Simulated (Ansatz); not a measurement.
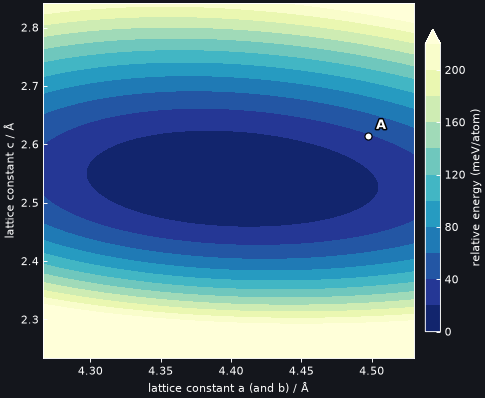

BN (P4_2/mnm, No. 136; 8 atoms in the cell). The energy is mapped over the lattice constants a and c of the conventional cell. The first coordinate is: lattice constant a (and b); the second: lattice constant c. Nothing is relaxed (fractional coordinates fixed). The scan uses a 9 × 9 grid. Points are written as (first, second). All energies are given in meV/atom relative to the lowest grid point. Level of theory: Ansatz, DFT PBEsol, scalar-relativistic, plane waves, PAW. Settings: cutoff 520 eV, k-mesh 6×6×10 in the order of the run's cell vectors, gaussian smearing 0.05 eV, no spin polarisation.

The picture shows filled contours, one colour for all values above the top of the scale, the point A. Between grid points the surface is interpolated.

Question: Is A at rest? If not, where is it pushed?

Answer: A, at (4.497 Å, 2.614 Å), is not a stationary point. The computed force is 380 meV/atom for each Å towards smaller values of lattice constant a (and b) and 460 meV/atom for each Å towards smaller values of lattice constant c.

PAW datasets: the set soft_1.
